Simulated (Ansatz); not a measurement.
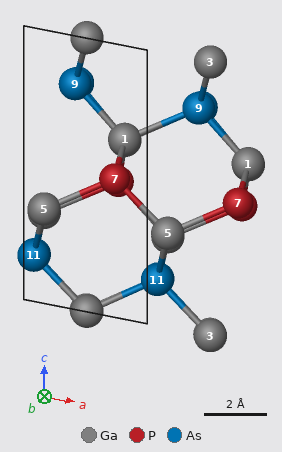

This is the input geometry for a relaxation of a crystal of Ga3As2P (a generated structure, set up in P1) (coarse preliminary run). A ball-and-stick model of the cell of the calculation, repeated 2 × 1 × 1 with one cell outlined, seen along the b axis.

The calculation used DFT PBE, scalar-relativistic, plane waves, PAW in Ansatz.

Input file:
```yaml
crystal:
  lattice:
    - [0.000855392, -4.0660491012, 0.0766439563]
    - [8.0670890557, -0.001710784, -0.0306902124]
    - [-2.0497979488, 1.8706355932, 8.6441888135]
  atoms:
    - { symbol: Ga, position: [0.8159298452, 0.4272674683, 0.6577604279] }
    - { symbol: Ga, position: [0.8180302965, 0.9134266349, 0.6541560758] }
    - { symbol: Ga, position: [0.5108154525, 0.2449240341, 0.0022985094] }
    - { symbol: Ga, position: [0.5057852769, 0.7429776103, 0.0065469497] }
    - { symbol: Ga, position: [0.1644311249, 0.0901254418, 0.345671321] }
    - { symbol: Ga, position: [0.1657915183, 0.5974102607, 0.3329840421] }
    - { symbol: P, position: [0.7346837231, 0.1242045772, 0.5062986949] }
    - { symbol: P, position: [0.7654795775, 0.6288488078, 0.4987802162] }
    - { symbol: As, position: [0.4151656628, 0.4575020549, 0.8247907838] }
    - { symbol: As, position: [0.4371474826, 0.9431873885, 0.8298909819] }
    - { symbol: As, position: [0.0799433127, 0.2984747021, 0.1682258834] }
    - { symbol: As, position: [0.086796727, 0.7816510193, 0.1725961139] }
basis:
  ecutwfc: 420
kpoints:
  mp_grid: { grid: [4, 2, 4] }
hamiltonian:
  xc: pbe
scf:
  occupations: { method: gaussian, width: 0.1 }
  lower_state_search: "off"
output:
  forces: true
  stress: true
  eigenvalues: true
relax:
  adjacent_minimum: "off"
  f_tol: 0.025
  max_steps: 60
  cell: { stress_tol: 0.25 }
```

Launched with:
```bash
ansatz run input.yaml --threads 1 --pin off --max-ram 2560MiB --backend cpu --events-out ev --progress --plain --runs-dir out
```

**What does the optimiser find from here?**

The atom that moves furthest relative to the cell is As10 (0.15 Å along [−3 2 0]). Largest moves by element: As 0.15 Å, Ga 0.13 Å, P 0.09 Å. The volume changes by −4.1 %, with a 4.067 → 4.028 Å (−0.9 %), b 8.067 → 8.055 Å (−0.1 %), c 9.079 → 8.876 Å (−2.2 %), α 103.3° → 103.1°, β 100.8° → 103.1°. Some distances before and after: Ga2–As10 2.694 → 2.474 Å, Ga6–As12 2.291 → 2.473 Å, Ga6–P8 2.593 → 2.415 Å, Ga1–As9 2.596 → 2.474 Å. Bond angles that change, for instance: Ga2–As10–Ga4 115.9° → 109.7°, As9–Ga4–As10 103.0° → 109.0°, Ga1–P8–Ga6 113.5° → 107.8°. The space group (tolerance 0.01 Å) goes from P1 (No. 1) to I-4m2 (No. 119). After 3 accepted moves (4 points after the start) the energy has fallen by 0.636 eV per cell of the calculation. Largest force component: 1.9 eV/Å at the start, 0.0052 eV/Å at the end. The pressure goes from −1.69 to 0.02 GPa. The SCF was repeated once at an unchanged geometry on a basis and grid sized afresh for the cell, which shifted the energy by 2.3 meV per cell of the calculation at most. Cost: 2 min on 1 thread of Intel(R) Xeon(R) 6975P-C (Granite Rapids), with other jobs on the host, peak memory 0.73 GiB.

Final geometry:

```
Ga P As
1.0
     0.00023   -4.02841   -0.00057
     8.05543   -0.00046   -0.00014
    -2.01468    2.01268    8.40665
Ga P As
6 2 4
Direct
  0.82904 0.41466 0.65853
  0.82912 0.91463 0.65848
  0.50037 0.24994 0.99999
  0.50004 0.75000 0.00002
  0.17066 0.08543 0.34153
  0.17083 0.58539 0.34148
  0.74987 0.12502 0.50001
  0.75006 0.62499 0.49998
  0.41446 0.45730 0.82930
  0.41454 0.95727 0.82925
  0.08566 0.29266 0.17069
  0.08536 0.79271 0.17072
```

The end point in the same view:

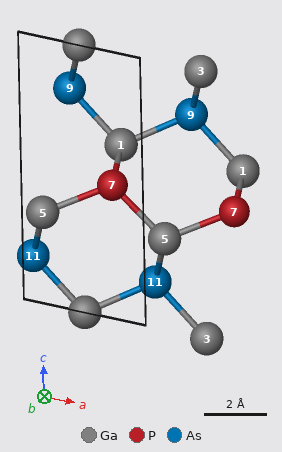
